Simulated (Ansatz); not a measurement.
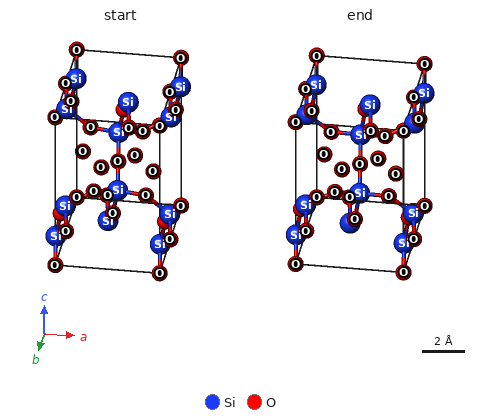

The structure of a crystal of SiO₂ (set up in Imma) before (left) and after (right) a relaxation, at one scale.

Style: ball-and-stick. Shown: the conventional cell (2 times the calculation's cell), from a free direction. Lengths and directions refer to the drawn axes.

Case: relaxed at 25 GPa.

The calculation used Ansatz 0.2.0, DFT LDA, scalar-relativistic, plane waves, PAW. Set-up: plane-wave cutoff 420 eV; k-point mesh 6 × 6 × 6; occupations gaussian; smearing width 0.02 eV; target pressure 25 GPa; no spin polarisation; cell and atoms relaxed; force threshold 0.008 eV/Å; at most 50 steps.

> Describe what moved and what it gained.

The largest moves relative to the cell, 0.28 Å, are those of O atoms. By element the largest moves are O 0.28 Å, Si 0.08 Å. Cell: a 5.127 → 5.298 Å (+3.3 %), b 6.687 → 6.580 Å (−1.6 %), c 8.266 → 7.934 Å (−4.0 %). Volume −2.4 %. Some distances before and after: O–Si 1.551 → 1.594 Å, O–Si 1.530 → 1.551 Å, O–Si 1.546 → 1.564 Å. Bond angles that change, for instance: Si–O–Si 147.6° → 135.1°, O–Si–O 113.1° → 118.8°, O–Si–O 107.5° → 103.4°. The space group stays Imma (No. 74). The energy rises by 8.3 meV per atom in 8 accepted moves (10 points after the start). With the target pressure of 25 GPa, the enthalpy E + pV changes by −35.5 meV per atom. The largest force component goes from 1.4 to 0.0013 eV/Å. The pressure goes from 33.37 to 24.97 GPa. The SCF was repeated twice at an unchanged geometry on a basis and grid sized afresh for the cell, which shifted the energy by 0.4 meV per atom at most. Cost: 54 s on 2 threads of Intel(R) Xeon(R) Platinum 8559C (Emerald Rapids), with other jobs on the host, peak memory 0.56 GiB.
